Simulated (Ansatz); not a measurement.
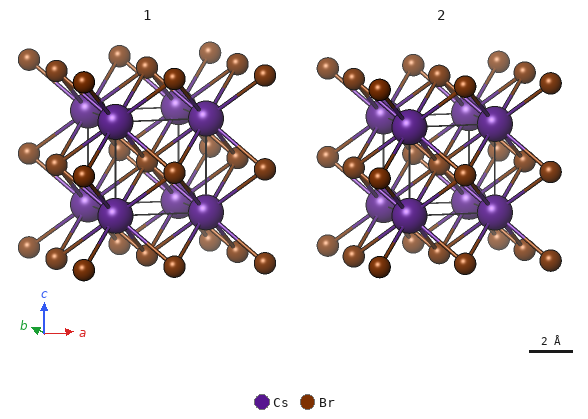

Two geometries of a crystal of CsBr (built on the CsCl type), drawn at one scale. One is the start of a relaxation, the other its converged end. A ball-and-stick model of the cell of the calculation, seen slightly off an axis.

All numbers below come from DFT, PBEsol, plane waves, PAW (Ansatz 0.2.0). Settings: plane-wave cutoff 420 eV; k-point mesh 6 × 6 × 6; occupations fermi dirac; smearing width 0.03 eV; no spin polarisation; cell and atoms relaxed; force threshold 0.01 eV/Å; at most 120 steps.

### Which geometry has the lower energy?

Structure 2 is the relaxed one. No atom moves by more than 0.005 Å relative to the cell. Cell: a = b = c 4.495 → 4.243 Å (−5.6 %). Volume −15.9 %. Near-neighbour distances that change, for instance: Br–Cs 3.893 → 3.675 Å. The space group stays Pm-3m (No. 221). Over 4 accepted moves (5 points after the start) the energy falls by 46.9 meV per atom. All forces vanish by symmetry, so only the cell relaxes. The pressure goes from −1.73 to −0.01 GPa. The SCF was repeated once at an unchanged geometry on a basis and grid sized afresh for the cell, which shifted the energy by 0.3 meV per atom at most. The run took 12 s on 2 threads of Intel(R) Xeon(R) Processor @ 2.50GHz (Skylake/Cascade Lake) (shared host), peak memory 0.37 GiB.
